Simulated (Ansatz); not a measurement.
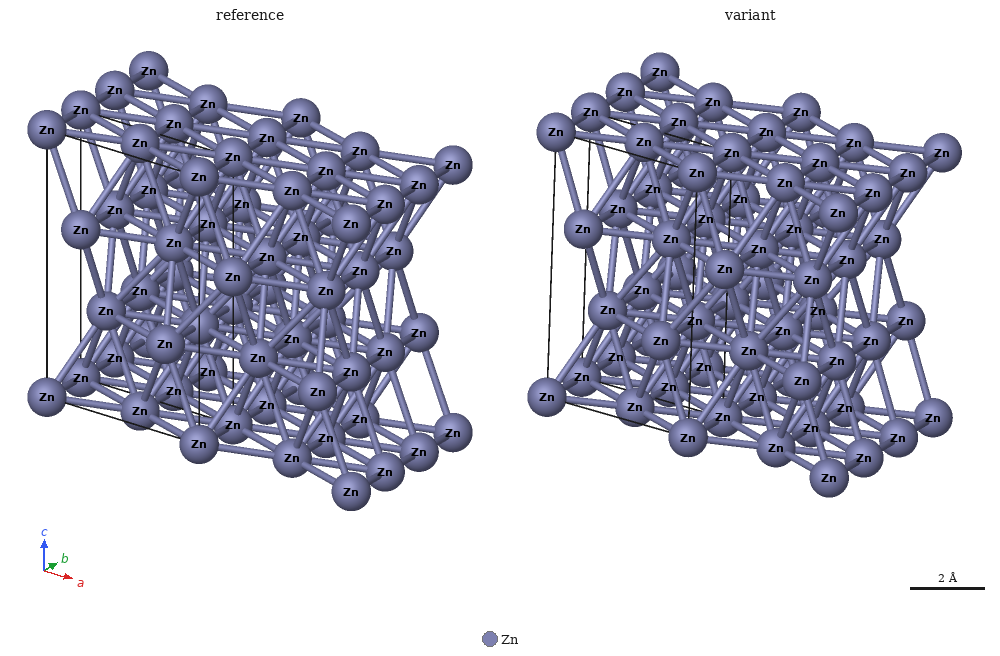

Left: a symmetric starting cell of Zn. Right: the same structure after one change, at the same scale. The picture is a ball-and-stick view of the conventional cell (2 times the calculation's cell), repeated 2 × 3 × 1 with one cell outlined, seen slightly off an axis. Lengths and directions refer to the drawn axes.

These are results of DFT PBEsol, scalar-relativistic, plane waves, PAW in Ansatz 0.2.0, not measurements. Set-up: plane-wave cutoff 420 eV; k-point mesh 18 × 18 × 6; occupations gaussian; smearing width 0.1 eV; no spin polarisation.

**What was changed?**

The cell is strained by +2.1 % along b, +1.0 % along [2 0 3], −8.2 % roughly along a (volume −5.3 %) and atoms are displaced by 0.03 Å relative to the cell. No relaxation follows. The starting cell wasn't computed here and needn't be at equilibrium, so pressure and forces aren't due to the change alone.

**What does the change do?**

Some distances before and after: Zn–Zn 2.618 → 2.484 to 2.671 Å, Zn–Zn 2.887 → 2.759 Å, Zn–Zn 2.862 → 2.875 to 2.898 Å, Zn–Zn 2.837 → 2.831 Å. The space group stays C2/m (No. 12). The pressure is 6.4 GPa (not all of it need come from the change, since the unchanged cell can be under pressure at this level too). The principal stresses (compression positive) are 15.6 GPa roughly along a, 2.0 GPa along [1 0 2], 1.5 GPa along b. The largest forces, 0.092 eV/Å, act on 2 Zn atoms of the calculation's cell. The forces point straight back along the displacements (cosine −0.97).
